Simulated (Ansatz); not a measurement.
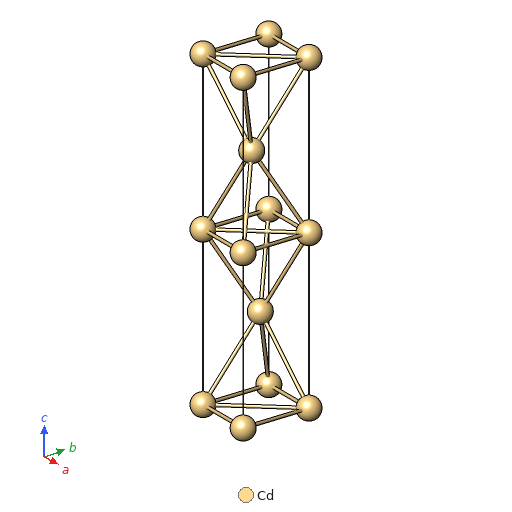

System: Cd, space group P6_3/mmc (No. 194). The picture shows the conventional cell.

The given structure:
```
CELL_PARAMETERS angstrom
3.09307 0.00000 0.00000
-1.54653 2.67868 0.00000
0.00000 0.00000 10.43074
ATOMIC_POSITIONS crystal
Cd 0.66667 0.33333 0.75000
Cd 0.00000 0.00000 0.50000
Cd 0.33333 0.66667 0.25000
Cd 0.00000 0.00000 0.00000
```

How it was computed, with Ansatz 0.2.0: all-electron LAPW DFT, no spin polarisation; energies at scaled volumes of the given cell, shape and fractions fixed, counted from the fit's minimum, third-order Birch-Murnaghan fit. Level: PBEsol.

- k mesh: 10×10×3
- occupations: Fermi–Dirac
- smearing width: 0.05 eV
- potentials: all electron LAPW, scalar relativistic
- program settings: basis error eV/atom 0.001

What does the calculation give for the energy and pressure against volume? The volume takes the values 20.31, 20.74, 21.17, 21.61, 22.04, 22.47, 22.90 Å³/atom.

A third-order Birch–Murnaghan fit gives V0 = 20.93 Å³/atom, B0 = 57.9 GPa and B′ = 5.7. The energy is 3.50 meV/atom at volume 20.31 Å³/atom and 27.60 meV/atom at 22.90 Å³/atom; the lowest computed point is at volume 20.74 Å³/atom (0.30 meV/atom). The pressure falls from 1.88 GPa at volume 20.31 Å³/atom to −4.04 GPa at 22.90 Å³/atom, and changes sign near 20.93 Å³/atom.

```
volume (Å³/atom)  energy (meV/atom)  pressure (GPa)
           20.31               3.50            1.88
           20.74               0.30            0.53
           21.17               0.52           -0.66
           21.61               3.73           -1.69
           22.04               9.53           -2.59
           22.47              17.59           -3.37
           22.90              27.60           -4.04
```

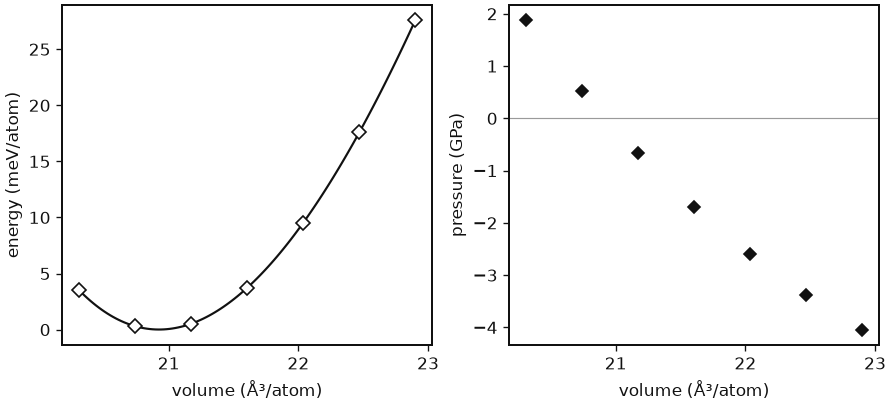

Caveats: shape and atomic fractions are frozen while scaling, which makes layered, chain and framework solids too stiff.
